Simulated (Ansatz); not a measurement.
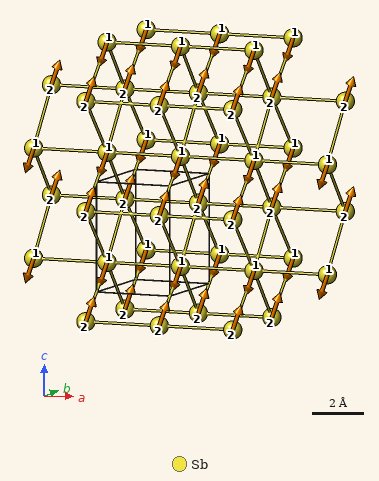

A relaxation of a crystal of Sb (set up in P2_1/m). The starting structure is drawn; orange arrows show the displacements (the part carried along by the change of the cell is left out), 10 times their true length.

The picture is a ball-and-stick view of the cell of the calculation, repeated 2 × 1 × 2 with one cell outlined, seen slightly off an axis.

The run lets cell and atoms move.

All numbers below come from Ansatz 0.2.0, Kohn-Sham DFT of a periodic cell, HSE03, Ansatz PAW.

The input:
```yaml
crystal:
  lattice:
    - [3.122402, 0.0, 0.0]
    - [0.0, 4.347518, 0.0]
    - [-0.038915, 0.0, 4.405852]
  atoms:
    - { symbol: Sb, position: [0.011389, 0.25, 0.241166] }
    - { symbol: Sb, position: [0.988611, 0.75, 0.758834] }
hamiltonian:
  xc: { exchange: pbe, correlation: pbe, exx: { coeff: 0.25, omega: 0.3 } }
  pseudopotentials: { kind: paw }
kpoints:
  mp_grid: { grid: [5, 3, 3] }
scf:
  occupations: { method: fermi_dirac, width: 0.05 }
output:
  forces: true
  stress: true
  eigenvalues: true
relax:
  f_tol: 0.01
  max_steps: 40
  cell: { stress_tol: 0.05 }
```

Question: What happened in the run?

Answer: Over 6 accepted moves (7 points after the start) the energy falls by 27.2 meV per atom. Largest force component: 0.17 eV/Å at the start, 0.0015 eV/Å at the end. Pressure: −0.29 GPa at the start and −0.01 GPa at the end. At 1 point the geometry stayed and the basis and grid were re-selected for the new cell (energy shift of 0.1 meV per atom at most each time). The largest moves relative to the cell, 0.11 Å, are those of Sb1 and Sb2. Sb1 goes along [−1 0 −2]. The drawn cell changes as follows: a 3.122 → 3.187 Å (+2.1 %), b 4.348 → 4.314 Å (−0.8 %), c 4.406 → 4.449 Å (+1.0 %), β 90.5° → 90.0°; the volume changes by +2.3 %. Among the contacts that change: Sb1–Sb2 3.152 → 3.310 Å, Sb1–Sb2 (another image) 3.040 → 2.900 Å, Sb1–Sb1 3.122 → 3.187 Å. Among the angles between lasting bonds that change: Sb2–Sb1–Sb2 87.2° → 81.3°, Sb2–Sb1–Sb2 91.3° → 96.1°, Sb2–Sb1–Sb2 176.7° → 172.6°. The space group (tolerance 0.01 Å) goes from P2_1/m (No. 11) to Pmma (No. 51). Cost: 48 s on 1 × NVIDIA H100 80GB HBM3 with 2 threads of AMD EPYC 7R13 Processor (Zen 3), with other jobs on the host, peak memory 1.8 GiB.

Limits of the set-up: the k-point mesh is coarse for a cell with partly filled bands.
